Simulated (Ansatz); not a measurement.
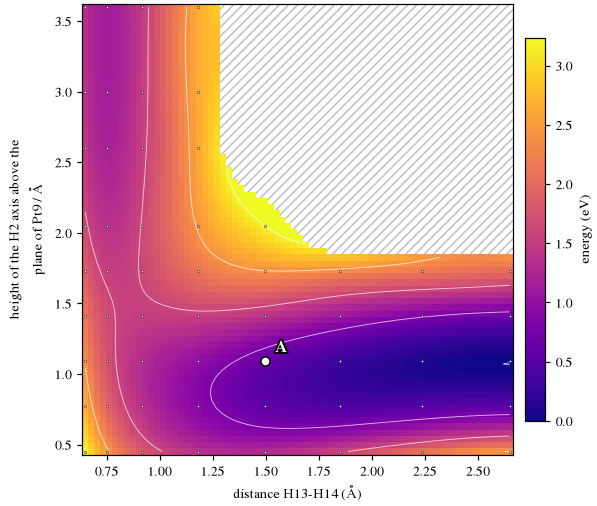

H₂ on a Pt(100) slab cut from the Fm-3m phase, its upper half relaxed before the scan (12 atoms of substrate and one adsorbate in a 2 × 2 cell). 
- H2 lies flat over one site of a rigid substrate while its bond length and height are varied; it sits over a hollow of the top layer over the deeper atom Pt5, heights counted from the top plane, its axis along the first surface vector.
- First axis: distance H13-H14. Second axis: height of the H2 axis above the plane of Pt9.
- Grid: 8 × 9 points. At 15 points there is no value (left out: too close to the surface, or the stretched molecule far from it).
- Points are written as (first, second).
- All energies are given in eV relative to the lowest grid point.
- All numbers below come from DFT PBE, scalar-relativistic, plane waves, PAW (Ansatz 0.2.0). Settings: cutoff 420 eV, k-mesh 5×5×1, gaussian smearing 0.1 eV, no spin polarisation.

Drawn: a smooth colour map with a few white contour lines, dots at the grid points, hatched blanks where no value was computed, the point A. Between grid points the surface is interpolated.

**Is A at rest? If not, where is it pushed?**

A, at (1.495 Å, 1.09 Å), is not a stationary point. The computed force is 1.1 eV for each Å towards larger values of distance H13-H14 and 1.4 eV for each Å towards smaller values of the second coordinate.

PAW datasets: the set soft_1.
